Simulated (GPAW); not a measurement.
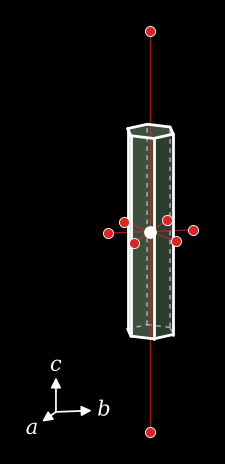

Crystal: SiC, an entry of the Crystallography Open Database, as set up for an electronic-structure calculation. The Wigner–Seitz cell of the crystal's lattice, with lines to the lattice points that define its faces. Geometry calculated from the standardised cell; symmetry tolerance 0.002 Å.

a = 3.095 Å, b = 3.095 Å, c = 15.170 Å, α = 90.00°, β = 90.00°, γ = 120.00°; lattice centring P.

Q: What is the cell's combinatorial type?

A: A hexagonal prism: 8 faces (6 with 4 edges, 2 with 6 edges), 18 edges, 12 vertices. Its volume is that of the primitive cell, 125.8 Å³.

Q: Which lattice vectors do the faces bisect?

A:
```csv
example,length (Å),faces,edges of each,area (Å²)
a + b,3.09,6,4,27.1
c,15.17,2,6,8.3
```
